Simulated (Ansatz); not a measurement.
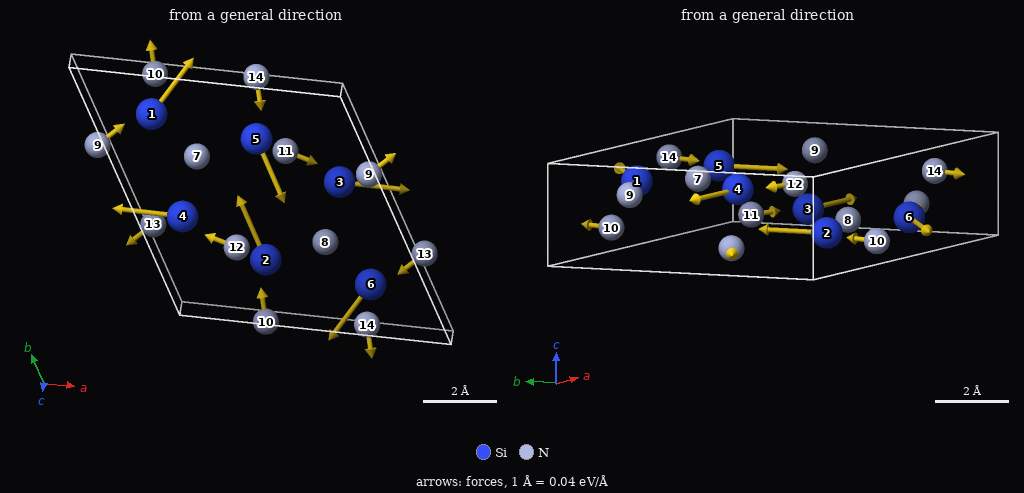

We look at a spheres-only model of the crystal from two general directions. The edges of the simulation cell are marked. The arrows are the computed forces on the atoms.

System: Si3N4. Level of theory and settings: DFT, PBE, plane waves, PAW in Ansatz 0.2.0, wavefunction cutoff 420 eV, k-point mesh 6×6×8, Fermi-Dirac smearing of 0.02 eV, no spin polarisation.

**Is the structure at rest?**

No. The atoms still feel forces of up to about 0.062 eV/Å, above a usual threshold of 0.01 to 0.03 eV/Å.

It goes back to a structure listed in the Materials Project. The cell was then strained or its atoms displaced on purpose. An electronic-structure calculation with Ansatz was run on it.
